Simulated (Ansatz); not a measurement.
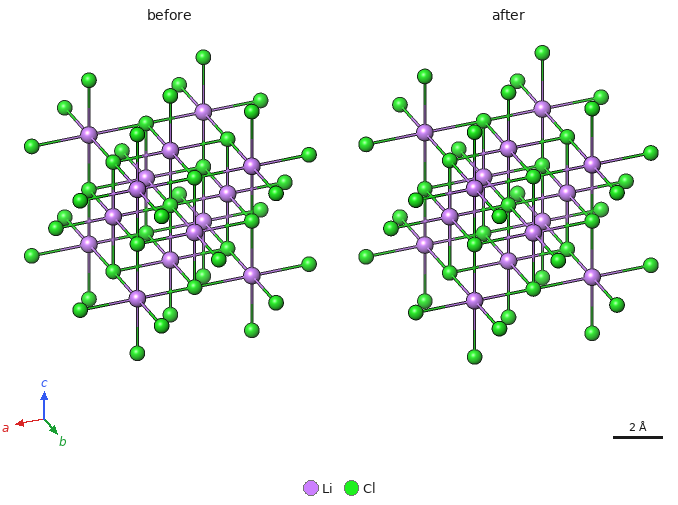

Left: a symmetric starting cell of LiCl. Right: the same structure after one change, at the same scale. Style: ball-and-stick. Shown: the conventional cell (4 times the calculation's cell), from a free direction. Lengths and directions refer to the drawn axes.

Computed with DFT PBE, scalar-relativistic, plane waves, PAW (Ansatz). Settings: plane-wave cutoff 420 eV; k-point mesh 8 × 8 × 8; occupations gaussian; smearing width 0.02 eV; no spin polarisation.

Which change leads from the left to the right?

All lengths are scaled by +2.7 % (volume +8.4 %), the atoms keeping their fractional coordinates. No relaxation follows. The starting cell wasn't computed here and needn't be at equilibrium, so pressure and forces aren't due to the change alone.

How do the computed properties respond?

The pressure is −1.9 GPa (not all of it need come from the change, since the unchanged cell can be under pressure at this level too). All forces vanish by symmetry. Some distances before and after: Cl–Li 2.565 → 2.634 Å. The space group stays Fm-3m (No. 225).
